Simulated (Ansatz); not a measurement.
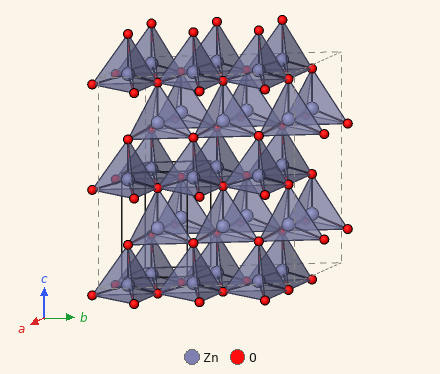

Polyhedra are drawn about Zn (bonds: O–Zn below 2.3 Å); other atoms are plain spheres.

System ZnO (space group P6_3mc, No. 186); source of the atomic positions: coordinates from a relaxation at fixed volume with Ansatz 0.2.0, DFT PBE, scalar-relativistic, plane waves, PAW.

Sharing among the drawn polyhedra:

| site | polyhedron | corner-sharing neighbours | edge-sharing | face-sharing | bond (Å) |
| --- | --- | --- | --- | --- | --- |
| Zn | ZnO4 tetrahedron | 12 | 0 | 0 | 2.04–2.05 |

They form a three-dimensional framework of corner-sharing tetrahedra.
